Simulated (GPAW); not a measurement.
# NiO: what the fields show

The calculation's input:

```
from ase.dft.bandgap import bandgap
from ase.io import read, write
from ase.units import Bohr, GPa
from gpaw import GPAW, PW
from gpaw.elf import elf_from_dft_calculation

atoms = read('NiO.xyz')
atoms.set_initial_magnetic_moments([1.0, 0.0])

calc = GPAW(mode=PW(800),
            xc='MGGA_X_R2SCAN+MGGA_C_R2SCAN',
            kpts={'size': (11, 11, 11), 'gamma': True},
            occupations={'name': 'fermi-dirac', 'width': 0.05},
            nbands=22,
            convergence={'density': 1e-05, 'energy': 1e-05},
            maxiter=150,
            txt='gpaw.txt')
atoms.calc = calc
energy = atoms.get_potential_energy()
forces = atoms.get_forces()
stress = atoms.get_stress()
calc.write('gs.gpw')
write('result.traj', atoms)
print(f'Energy: {energy:.6f} eV')
print('Forces (eV/A):')
print(forces.round(4))
print('Stress (GPa):', (stress / GPa).round(3))
print('Moments:', calc.get_magnetic_moments().round(3))
print('Fermi level:', round(calc.get_fermi_level(), 4), 'eV')
print(f'Gap: {bandgap(calc)[0]:.4f} eV, direct: {bandgap(calc, direct=True)[0]:.4f} eV')

# fields on the real-space grid
write('density.cube', atoms, data=calc.get_pseudo_density() * Bohr**3)
write('potential.cube', atoms, data=calc.get_electrostatic_potential())
write('spin.cube', atoms, data=(calc.get_pseudo_density(spin=0) - calc.get_pseudo_density(spin=1)) * Bohr**3)
write('elf.cube', atoms, data=elf_from_dft_calculation(calc).data)
```

Command:

```sh
OMP_NUM_THREADS=1 python run.py
```

Below, planes, directions and counts refer to the conventional cell (a = 2.50 Å, b = 2.50 Å, c = 2.50 Å, α = 90.00°, β = 90.00°, γ = 90.00°).

Space group Pm-3m; a generated structure, not necessarily the stable one; built by placing these elements on a known structure type; computed pressure about 34 GPa in this cell; spin-polarised.

Theory: GPAW 26.7.0, Kohn-Sham DFT of a periodic cell, r2SCAN, GPAW PAW data sets (gpaw-data 1.2.1).

In a PAW calculation such maps are meaningful between the atoms, not at the nuclei.

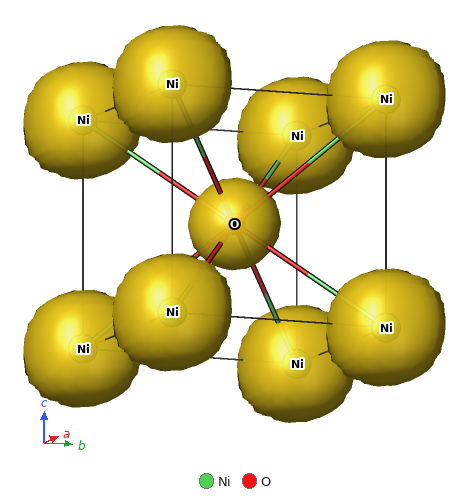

Figure 1. Isosurfaces of the spin density (up minus down) at +0.3 (yellow) and −0.3 e/Å³ (cyan), seen at an oblique angle. Sticks mark near contacts.

### Describe the spin distribution.

The spin density sits on Ni: +1.5 μB in one cell of 2 atoms, with smaller moments on other sites: O (up to +0.37 μB): parallel moments (a ferromagnetic arrangement) in this solution. The cell of the calculation (2 atoms) carries 2.0 μB of net spin moment. Only one sign reaches the isovalue.

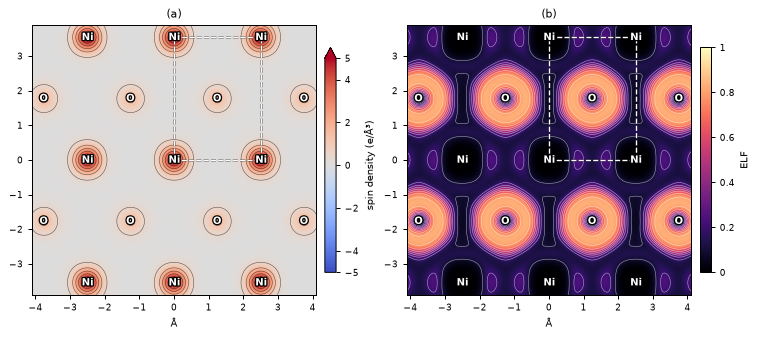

Figure 2. (a) spin density; (b) ELF on the (110) plane of the conventional cell.

### Describe what can be read from this map.

- Atoms in the plane: Ni and O.
- Ni–O (2.17 Å): the ELF is about 0.15 at the midpoint: no shared electron pair shows on this line.

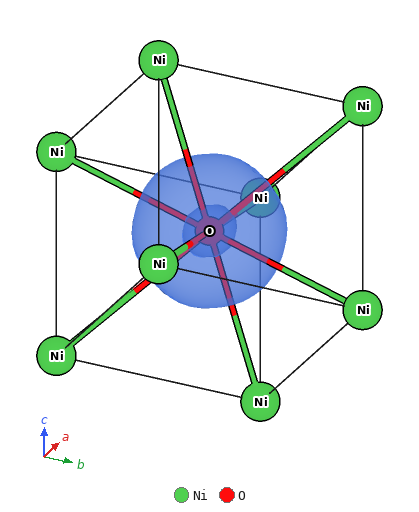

Figure 3. Isosurface of the electron localisation function at 0.6 (blue), seen at an oblique angle. Core shells and regions of very low density are left out. Sticks mark near contacts.

### Where are the electrons localised?

The surface consists of one region wrapped around O (its valence shell), counted in one cell of 2 atoms. Any copies at cell faces, edges or corners count once.
